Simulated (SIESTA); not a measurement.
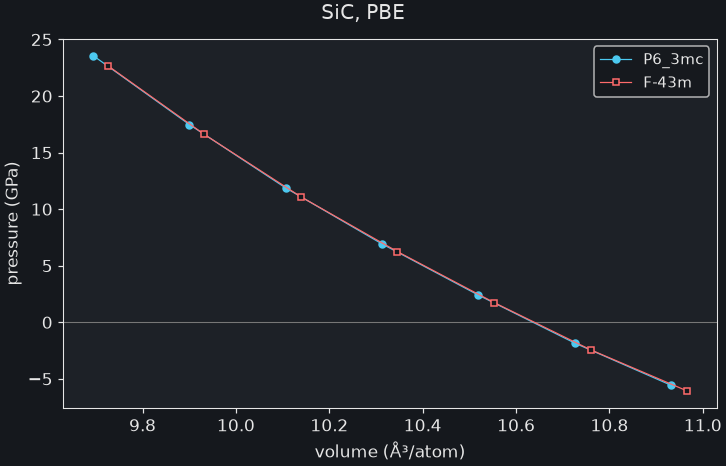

Calculation (SIESTA 5.4.2): DFT in numerical atomic orbitals with pseudopotentials, no spin polarisation; energies at scaled volumes of the given cell, shape and fractions fixed, counted from the fit's minimum, third-order Birch-Murnaghan fit. Level: PBE.

occupations Fermi–Dirac; smearing width 0.05 eV; potentials PseudoDojo 0.4 standard, converted to PSML, two zetas on semicore shells.

Pressure against volume, with one curve for each structure, for SiC.

Settings that differ: P6_3mc: k mesh 10×10×3; F-43m: k mesh 10×10×10.

The fitted equilibrium volumes, smallest first, are P6_3mc 10.633, F-43m 10.636 Å³/atom. The fitted bulk moduli, smallest first, are F-43m 212.2, P6_3mc 212.6 GPa. For P6_3mc, the pressure falls from 23.57 GPa at volume 9.69 Å³/atom to −5.57 GPa at 10.93 Å³/atom, and changes sign near 10.64 Å³/atom. For F-43m, the pressure falls from 22.69 GPa at volume 9.73 Å³/atom to −6.08 GPa at 10.97 Å³/atom, and changes sign near 10.64 Å³/atom.

Keep in mind: mulliken charges of long orbitals; shape and atomic fractions are frozen while scaling, which makes layered, chain and framework solids too stiff.
